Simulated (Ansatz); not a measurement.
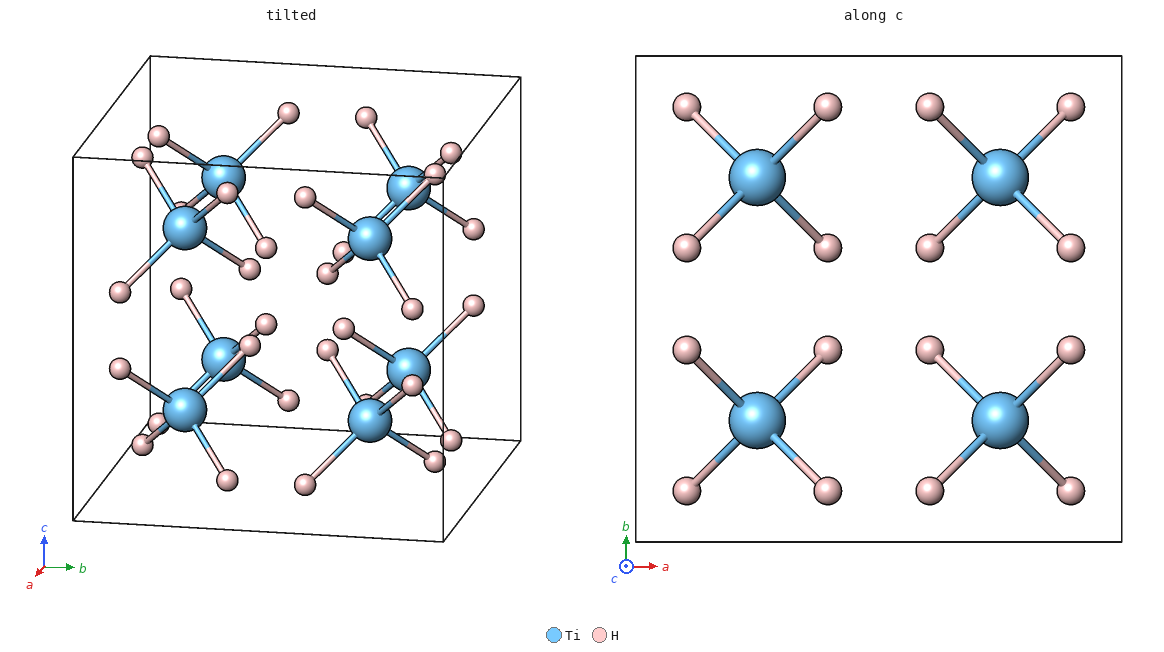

Structure drawing (ball-and-stick), viewed slightly off an axis and along the c axis. Lines trace the edges of the conventional unit cell. Cell: a = 7.02 Å, b = 7.02 Å, c = 7.02 Å, α = 90.00°, β = 90.00°, γ = 90.00°.

Provenance: a random cell made by a generator, so it need not be a real form of the compound. Earlier steps of the study may have refined or changed the cell and positions. A calculation with Ansatz used it as input.

Write a short crystallographic description.

Answer. The formula is TiH$_{4}$. Symmetry: Fm-3m (No. 225), face-centred cubic lattice. It has 40 atoms to the cell (8 Ti, 32 H). The neighbours of Ti are four H in a tetrahedral arrangement at about 1.8 Å. The coordination shell of H holds one Ti at about 1.8 Å. Not all metal-metal contacts are counted. The bonds build separate TiH4 groups.

Method: Ansatz 0.2.0, DFT PBE, scalar-relativistic, plane waves, PAW; 420 eV cutoff, k-points about 0.15 Å⁻¹ apart, Gaussian smearing of 0.1 eV, no spin polarisation.

Is the electronic structure metallic or gapped?

Answer. A metal: bands cross the Fermi level.

What are the atomic charges by Bader's partition?

Answer. Ti +1.39 e; H -0.35 e.

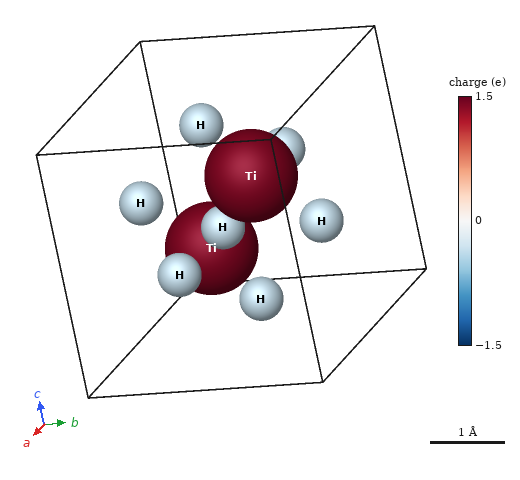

The atoms coloured by those charges. The run's cell of 10 atoms is drawn, so axes and origin can differ from the first picture.

Is the structure in equilibrium?

Answer. Yes. All forces vanish to within 0.01 eV/Å. The pressure is 0.0 GPa, close to zero.
